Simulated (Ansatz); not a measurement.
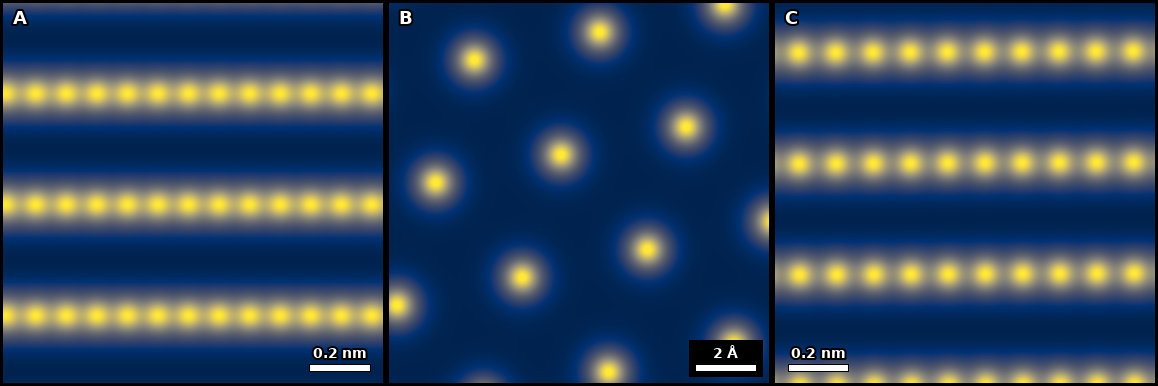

Three views of C (C2/m, No. 12) along different zone axes. Simulated as the projected potential of neutral atoms (B = 0.8 Å²) blurred by a 0.53 Å probe, the thin-sample limit of integrated differential phase contrast. The display is stretched by a gamma of 0.8; percentages refer to the linear signal. Atomic positions: coordinates from a relaxation with DFT PBE, scalar-relativistic, plane waves, PAW in Ansatz 0.2.0; the starting structure was generated, so it need not be a known form of this composition.

```
CELL_PARAMETERS angstrom
4.43571 0.00000 0.00000
0.00000 7.59674 0.00000
-0.16268 0.00000 1.27193
ATOMIC_POSITIONS crystal
C 0.50000 0.00000 0.50000
C 0.00000 0.50000 0.50000
```

Q: Match the panels to the zone axes [001], [1 0 -2] and [100].

A is [1 0 -2]: projected cell 1.05 × 3.80 Å, 90°, plane group p2mm. B is [001]: projected cell 4.39 × 4.39 Å, 120°, plane group p6mm. C is [100]: projected cell 1.27 × 3.80 Å, 90°, plane group p2mm.
